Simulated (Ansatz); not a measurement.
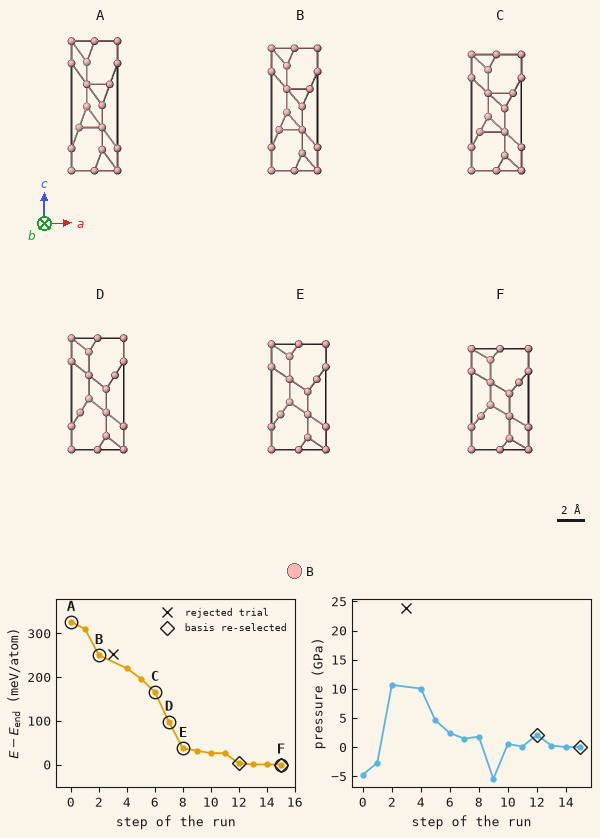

Frames of a relaxation of crystalline B (a generated structure, set up in R-3m) (coarse preliminary run), marked on the history of the run. Style: ball-and-stick. Shown: the conventional cell (3 times the calculation's cell), along the b axis. Lengths and directions refer to the drawn axes.

Level of theory: DFT PBE, scalar-relativistic, plane waves, PAW in Ansatz.

The input:
```yaml
crystal:
  lattice:
    - [1.98406347, 1.14549958, 3.22953353]
    - [-1.98406347, 1.14549958, 3.22953353]
    - [0.0, -2.29099916, 3.22953353]
  atoms:
    - { symbol: B, position: [0.5, 0.5, 0.0] }
    - { symbol: B, position: [0.0, 0.5, 0.5] }
    - { symbol: B, position: [0.5, 0.0, 0.5] }
    - { symbol: B, position: [0.17118321, 0.17118321, 0.17118321] }
    - { symbol: B, position: [0.82881679, 0.82881679, 0.82881679] }
    - { symbol: B, position: [0.0, 0.0, 0.0] }
basis:
  ecutwfc: 420
kpoints:
  mp_grid: { grid: [6, 6, 6] }
hamiltonian:
  xc: pbe
scf:
  occupations: { method: gaussian, width: 0.1 }
  lower_state_search: "off"
output:
  forces: true
  stress: true
  eigenvalues: true
relax:
  adjacent_minimum: "off"
  f_tol: 0.04
  max_steps: 70
  cell: { stress_tol: 0.4 }
```

Command:
```bash
ansatz run input.yaml --threads 1 --pin off --max-ram 2560MiB --backend cpu --events-out ev --progress --plain --runs-dir out
```

### What happens along the run?

The largest moves relative to the cell, 0.39 Å, are those of B4 and B5. B4 goes along +c. The volume changes by +19.5 %, with a = b 3.968 → 4.917 Å (+23.9 %), c 9.689 → 7.544 Å (−22.1 %). Some distances before and after: B4–B5 2.293 → 2.963 Å, B1–B2 1.984 → 2.458 Å, B1–B4 1.944 → 1.645 Å, B4–B6 1.659 → 1.682 Å. Among the angles between lasting bonds that change: B1–B4–B2 61.4° → 96.7°, B1–B4–B6 143.9° → 120.4°. The space group stays R-3m (No. 166). The energy falls by 326 meV per atom in 12 accepted moves (15 points after the start). Largest force component: 1.5 eV/Å at the start, 0.00032 eV/Å at the end. Pressure: −4.71 GPa at the start and 0.03 GPa at the end. The line search rejected the trial step at point 3 of the run. At 2 points the geometry stayed and the basis and grid were re-selected for the new cell (energy shift of 23.3 meV per atom at most each time). From step 0 to 2: B atoms move most (0.18 Å), volume −5.3 %, energy −75.9 meV per atom. From step 2 to 6: B atoms move most (0.10 Å), volume +11.5 %, energy −84.3 meV per atom. From step 6 to 7: B atoms move most (0.07 Å), volume +4.9 %, energy −68.1 meV per atom. From step 7 to 8: B atoms move most (0.06 Å), volume +2.9 %, energy −60.3 meV per atom. From step 8 to 15: B atoms move most (0.05 Å), volume +4.8 %, energy −37.8 meV per atom.

```csv
step,"E − E(0), meV/atom","largest force component, eV/Å","pressure, GPa","volume, Å³/atom",note
0,0.00,1.4799,-4.71,7.340,
1,-15.73,1.2178,-2.66,7.243,
2,-75.92,0.0351,10.69,6.954,
3,-72.54,2.0298,23.94,7.007,rejected
4,-106.11,0.1164,10.07,7.112,
5,-129.48,0.0158,4.61,7.415,
6,-160.18,0.4105,2.43,7.750,
7,-228.30,0.2701,1.48,8.130,
8,-288.59,0.1984,1.81,8.370,
9,-294.55,0.0089,-5.43,8.879,
10,-299.96,0.0104,0.56,8.578,
11,-300.11,0.0204,0.12,8.584,
12,-323.37,0.0117,2.12,8.584,"same geometry, new basis"
13,-325.96,0.0063,0.29,8.747,
14,-325.99,0.0006,0.03,8.775,
15,-326.38,0.0003,0.03,8.775,"same geometry, new basis"
```
